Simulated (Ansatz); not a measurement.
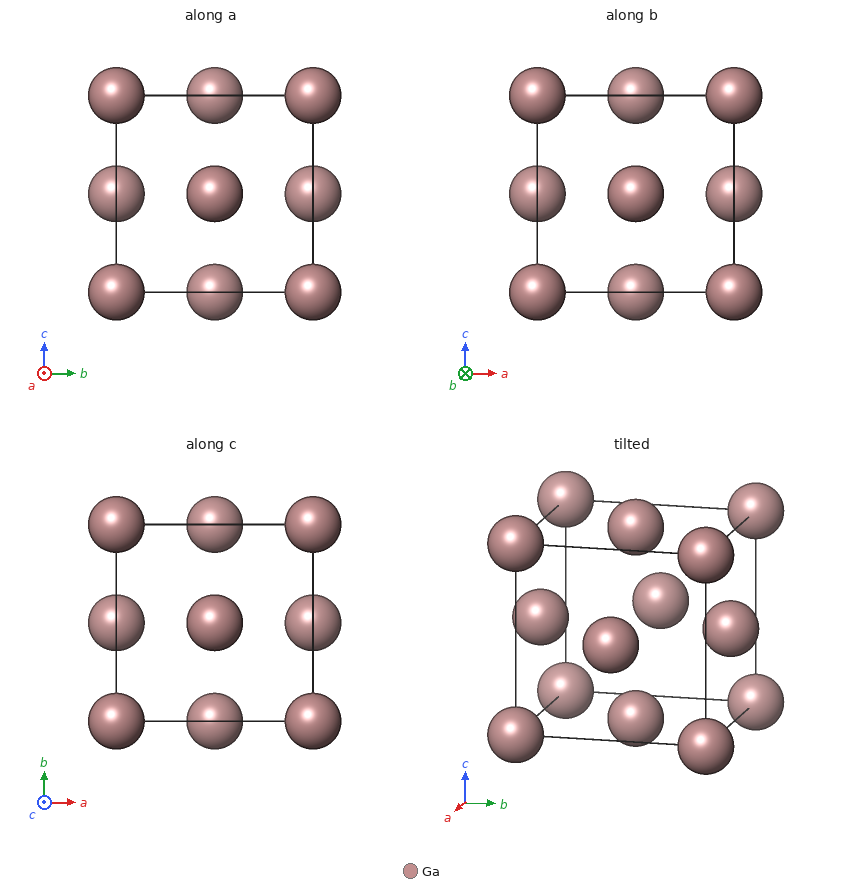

An orthographic spheres-only view of the structure, along the a axis, along the b axis, along the c axis and slightly off an axis. The conventional unit cell is outlined; an atom on or near a face, edge or corner is repeated at each equivalent position.

Lattice parameters: a = 4.206 Å, b = 4.206 Å, c = 4.206 Å, α = 90.00°, β = 90.00°, γ = 90.00°.

Give the structure in the form of a table of Wyckoff sites.

Space group Fm-3m (No. 225).
```json
{"atom": "Ga", "site": "4a", "x": "0.0000", "y": "0.0000", "z": "0.0000"}
```

Source of the structure: a structure type filled with this element by a generator (whether the element takes this form wasn't checked). The cell was then strained or its atoms displaced on purpose. It was run through Ansatz as a DFT input.
